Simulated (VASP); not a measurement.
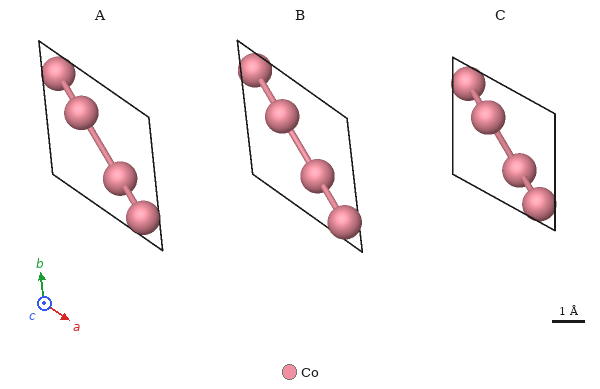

3 geometries from one relaxation of solid Co (a generated structure, set up in Cmce), in shuffled order. Style: ball-and-stick. Shown: the cell of the calculation, along the c axis.

The run lets cell and atoms move.

The calculation used Kohn-Sham DFT of a periodic cell, PBEsol, VASP PAW PBE potentials, recommended in VASP. Set-up: plane-wave cutoff 600 eV; k-point mesh 6 × 6 × 4; occupations gaussian; smearing width 0.1 eV; collinear spin.

> Order the frames from highest to lowest energy.

C, A, B. They are steps 0, 10, 26, at +343 meV per atom, +191 meV per atom relative to the last. The energy falls by 343 meV per atom in 26 geometry steps. The largest force component goes from 0.65 to 0.031 eV/Å. The pressure goes from 17.55 to 0.00 GPa. The largest moves relative to the cell, 0.27 Å, are those of Co atoms. The volume changes by −1.5 %, with a = b 3.715 → 4.281 Å (+15.2 %), c 3.781 → 3.302 Å (−12.7 %), γ 118.9° → 132.0°. Near-neighbour distances that change, for instance: Co–Co 3.120 → 2.405 Å, Co–Co 2.040 → 2.209 Å, Co–Co 2.265 → 2.371 Å, Co–Co 2.291 → 2.395 Å. New bonds form: Co–Co (3.12 → 2.40 Å). The space group stays Cmce (No. 64). It ran on 1 thread of Intel(R) Xeon(R) 6975P-C (Granite Rapids), with other jobs on the host.

Limits of the set-up: the k-point mesh is coarse for a cell with partly filled bands.
